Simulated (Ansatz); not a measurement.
## Single-point calculation, with input and output: GaN (part 1 of 2)

- system: GaN (slab, 24 atoms in the cell)
- method: DFT PBE, scalar-relativistic, plane waves, PAW, no spin polarisation (Ansatz 0.2.0)

The structure derives from an entry of the Crystallography Open Database. It belongs to a series of runs on one base structure; here: the substrate alone at its places in the stack. Figures and captions count atoms from 1; the log counts them from 0 in places.

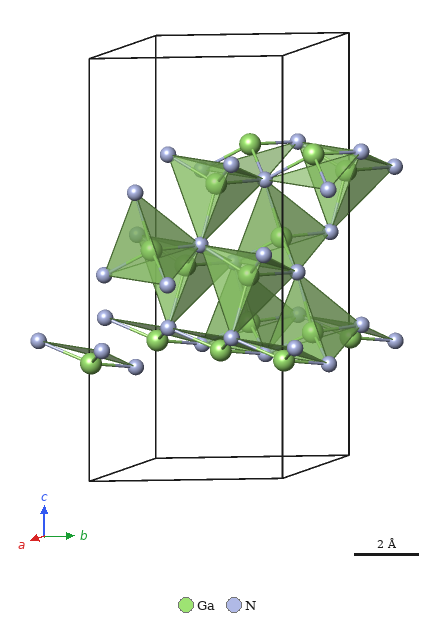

**Figure 1.** The structure (polyhedral view of the cell of the calculation, with the vacuum cut short, seen slightly off an axis; polyhedra are completed across the faces of the cell). An atom can appear more than once, as a periodic image.

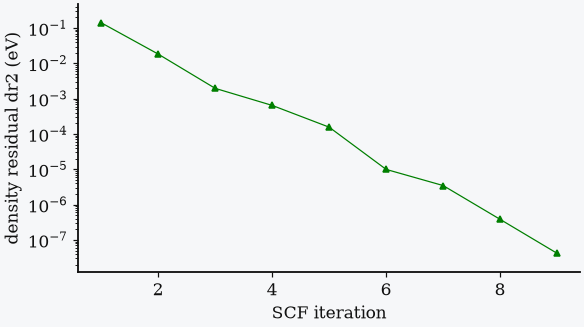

**Figure 2.** Convergence of the self-consistent field: density residual dr2 against the SCF iteration. The residual falls at every step.

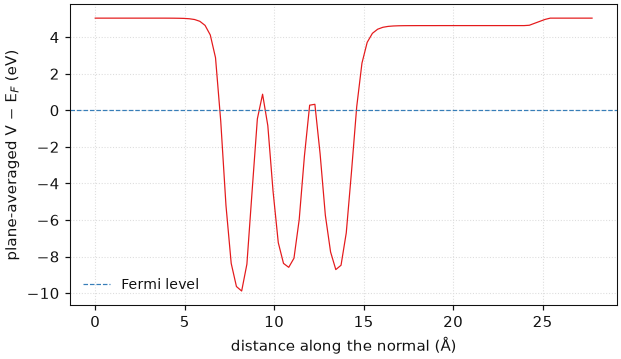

**Figure 3.** Plane average of the electrostatic potential energy of an electron across the cell, from the Fermi level. The vacuum level lies 4.63 eV above the Fermi level on the upper side and 5.04 eV on the lower.

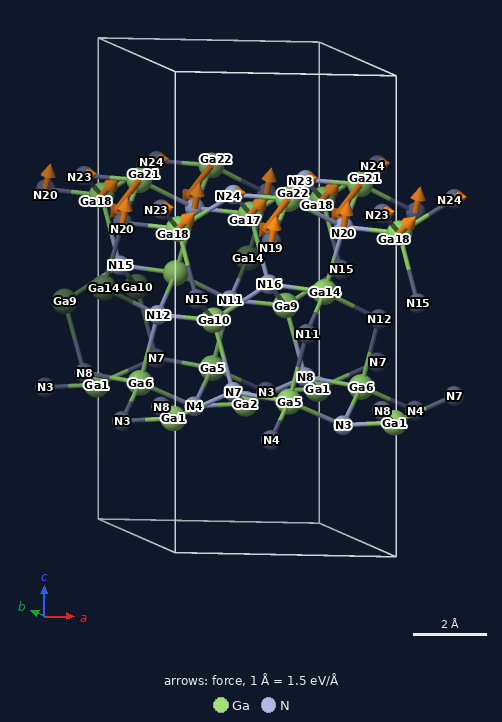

**Figure 4.** Forces on the atoms as orange arrows (ball-and-stick view of the cell of the calculation, with the vacuum cut short, seen slightly off an axis; neighbours outside the cell are drawn fainter; atoms are numbered from 1 in the order of the input); the smallest are left out. The largest act on Ga21, Ga22 (2.34 eV/Å); Ga17, Ga18 (1.19 eV/Å); N19, N20 (1.15 eV/Å). The geometry is not a stationary point of this energy.

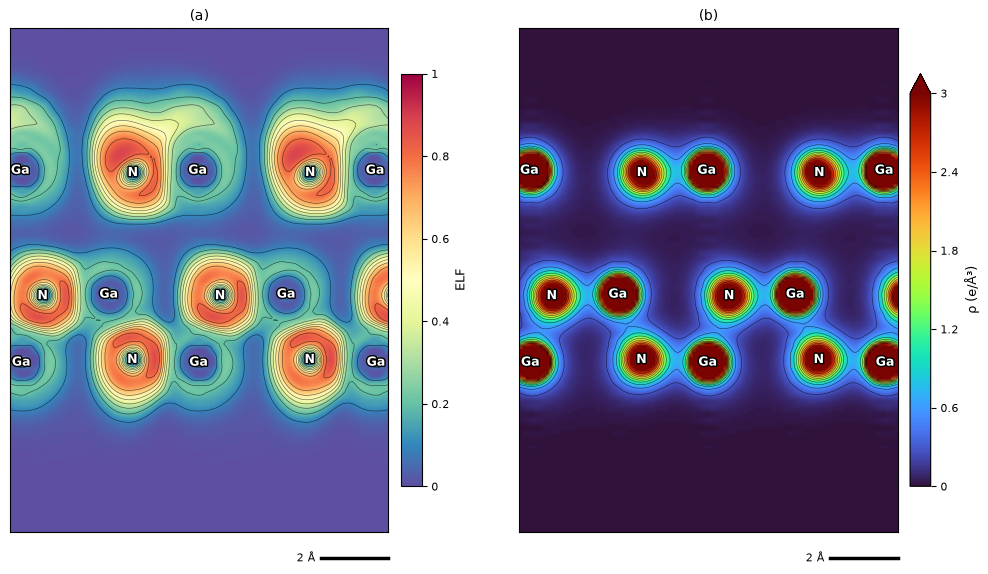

**Figure 5.** (a) ELF; (b) valence pseudo-density on the (110) plane of the calculation cell, a cut from vacuum to vacuum. The section cuts through Ga and N sites. Ga–N (1.93 Å): ρ is about 0.77 e/Å³ halfway; the ELF is about 0.50 at the midpoint. Ga–N (1.97 Å): ρ is about 0.71 e/Å³ halfway; the ELF is about 0.45 at the midpoint. Ga–N (2.05 Å): ρ at the midpoint is about 0.61 e/Å³; the ELF is about 0.40 at the midpoint. The density dies away to nearly zero in the vacuum. The strong features right at Ga lie inside the PAW spheres (semicore, d or f shells) and say nothing about bonding. The fields are those of the smooth PAW valence density.

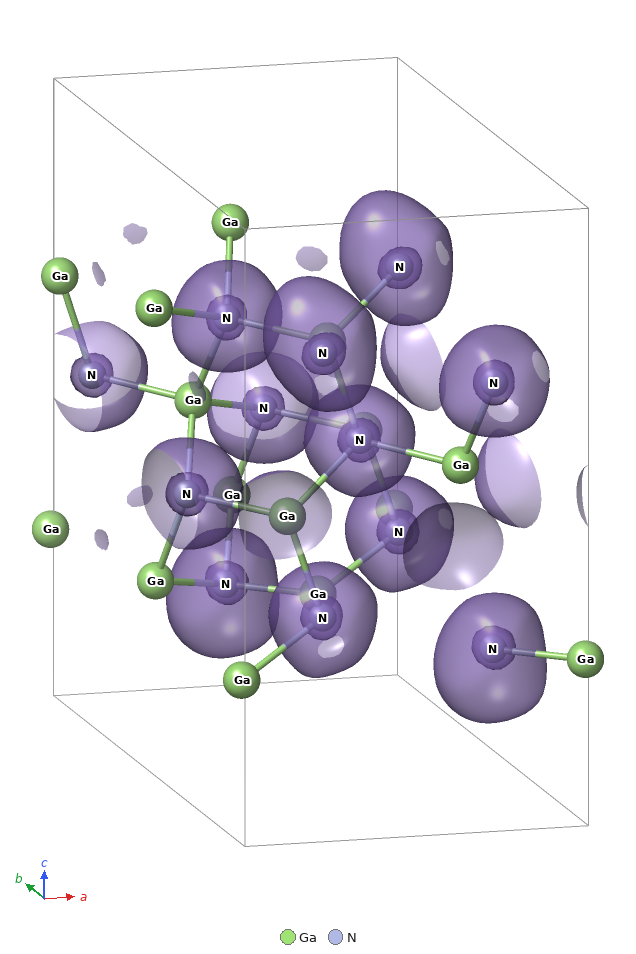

**Figure 6.** Isosurface of the ELF at 0.6 (purple), seen at an oblique angle. Only the valence region is drawn (cores and ρ < 0.01 e/Å³ removed). Sticks mark near contacts. Along the contacts the grid gives the following. Ga–N (1.83 Å): the ELF is about 0.55 at the midpoint. Ga–N (1.90 Å): the ELF is about 0.50 at the midpoint.

These pictures come from the run below.

**The input**
```yaml
crystal:
  lattice:
    - [6.1520446487, 0.0, 0.0]
    - [-2.7846163105, 5.4857602356, 0.0]
    - [0.0, 0.0, 28.0535102511]
  atoms:
    - { symbol: Ga, position: [-0.0059996375, 1.0059996375, 0.2764720653] }
    - { symbol: Ga, position: [0.4940003625, 0.5059996375, 0.2764720653] }
    - { symbol: "N", position: [0.8213058829, 0.1786941171, 0.2673578659] }
    - { symbol: "N", position: [0.3213058829, 0.6786941171, 0.2673578659] }
    - { symbol: Ga, position: [0.5115285441, 0.9884714559, 0.2959669272] }
    - { symbol: Ga, position: [0.0115285441, 0.4884714559, 0.2959669272] }
    - { symbol: "N", position: [0.3238196949, 0.1761803051, 0.2987798994] }
    - { symbol: "N", position: [0.8238196949, 0.6761803051, 0.2987798994] }
    - { symbol: Ga, position: [0.7581785648, 0.7418214352, 0.3676719001] }
    - { symbol: Ga, position: [0.2581785648, 0.2418214352, 0.3676719001] }
    - { symbol: "N", position: [0.5710399287, 0.9289600713, 0.3660415408] }
    - { symbol: "N", position: [0.0710399287, 0.4289600713, 0.3660415408] }
    - { symbol: Ga, position: [0.2604139416, 0.7395860584, 0.3982001623] }
    - { symbol: Ga, position: [0.7604139416, 0.2395860584, 0.3982001623] }
    - { symbol: "N", position: [0.0721232989, 0.9278767011, 0.3987595668] }
    - { symbol: "N", position: [0.5721232989, 0.4278767011, 0.3987595668] }
    - { symbol: Ga, position: [0.5112886089, 0.4887113911, 0.4663855365] }
    - { symbol: Ga, position: [0.0112886089, 0.9887113911, 0.4663855365] }
    - { symbol: "N", position: [0.3238850497, 0.6761149503, 0.4654911216] }
    - { symbol: "N", position: [0.8238850497, 0.1761149503, 0.4654911216] }
    - { symbol: Ga, position: [0.0088877685, 0.4911122315, 0.4982011464] }
    - { symbol: Ga, position: [0.5088877685, 0.9911122315, 0.4982011464] }
    - { symbol: "N", position: [0.8251781778, 0.6748218222, 0.4957120035] }
    - { symbol: "N", position: [0.3251781778, 0.1748218222, 0.4957120035] }
basis:
  ecutwfc: 420
kpoints:
  mp_grid: { grid: [7, 7, 1] }
hamiltonian:
  xc: pbe
scf:
  occupations: { method: gaussian, width: 0.1 }
output:
  forces: true
  stress: true
  eigenvalues: true
  write_density: true
  write_potential: true
  elf: true
  volumetric_format: npy
efield:
  axis: 3
  dipole_correction: true
  ramp_width: 0.04
```

Run as:
```bash
ansatz run input.yaml --threads 8 --pin off --max-ram 20480MiB --backend cpu --events-out ev --progress --plain --runs-dir out
```

**What the program printed**
```
Engine: ansatz 0.2.0, aarch64-unknown-linux-gnu
Pseudopotentials: kind: paw
Pseudopotential: Ga, paw, valence charge 13, recommended cutoff 420 eV (normal), Ga.paw.azcp
Pseudopotential: N, paw, valence charge 5, recommended cutoff 420 eV (normal), N.paw.azcp
Functional definition: PBE
  parameter kappa = 0.804
  parameter beta = 0.06672455060314922
  exchange = pbe_x(kappa = kappa, mu = beta*pi^2/3)
  correlation = pbe_c(beta = beta)
Crystal: 24 atoms, lattice volume = 946.768 Å³
Basis set: ecut = 420 eV, 18543 PW (Γ), exchange–correlation on 90×90×384 points (8 copies of the dense FFT grid, shifted against one another)
Bands: 132, of which v1, the nominal top of the filled ones, is band 108 counted from 1 (107 counted from 0)
Symmetry: 4 space group operations
Space group: Pm (ITA 6), of the structure as read, at distance tolerance 9.8e-5 Å
k-points: 16 of 49 (time reversal used)
Non-local potential: Ga, projectors of the file, l = 0: 2, l = 1: 2, l = 2: 3, l = 3: 1
Non-local potential: N, projectors of the file, l = 0: 2, l = 1: 2, l = 2: 1
PAW form: soft (Blöchl's): semilocal exchange-correlation on the pseudo side does not see the compensation charge
PAW one-centre angular grid: Ga, 590 points (default); XC on 64 Gauss nodes
PAW one-centre angular grid: N, 110 points (default); XC on 64 Gauss nodes
Initial density: superposition of atomic densities (neutral atoms: chi_scale 0, normalization atom), corrected by the library's trained network
Initial wavefunctions: pseudopotential atomic-orbital guess
Functional: x = pbe(κ = 0.804, μ = 0.2195149727645171), c = pbe(β = 0.06672455060314922)
```
